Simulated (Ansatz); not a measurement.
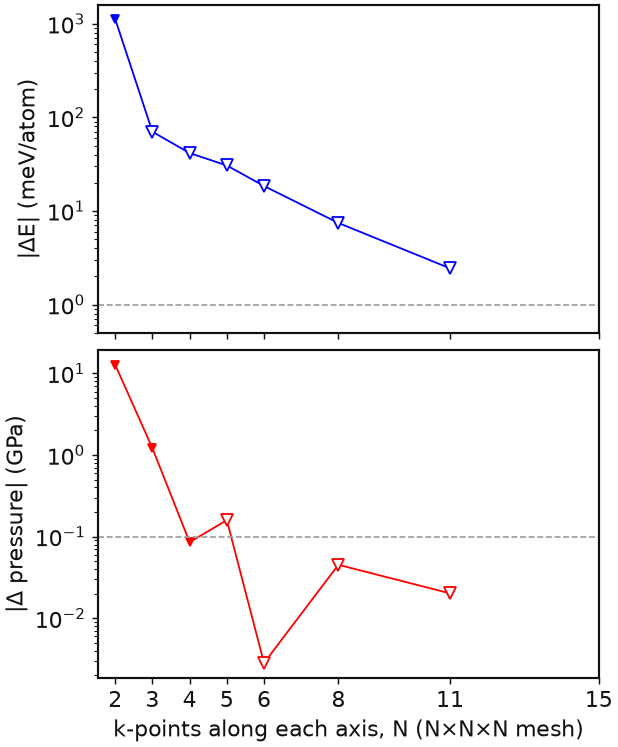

Convergence test: the k-point mesh is varied and all else is held.
System: As (R-3m, 2 atoms in the cell).
Method: DFT, LDA (PW92), plane waves (420 eV) with PAW, scalar-relativistic (Ansatz); Fermi–Dirac smearing of 0.1 eV.
ΔE is the free energy less its value at the densest setting, 15×15×15.
Dashed lines or grey bands mark the tolerance: 1 meV/atom and 0.1 GPa.
On logarithmic panels, open markers lie below the reference value and filled ones above.

From which setting is the free energy converged to 1 meV/atom?

The free energy at the last setting but one, 11×11×11, is still more than 1 meV/atom from the densest setting's value, so the scan doesn't show it converged. It is off by 1100 meV/atom at 2×2×2, 31 meV/atom at 5×5×5 and 2.4 meV/atom at 11×11×11 (on both sides of it).

How does the pressure behave (tolerance 0.1 GPa)?

The pressure is within 0.1 GPa of the densest setting's value from 6×6×6 on. The agreement at 4×4×4 is by chance. It is off by 13 GPa at 2×2×2, 0.086 GPa at 4×4×4 and 0.16 GPa at 5×5×5 (on both sides of it).
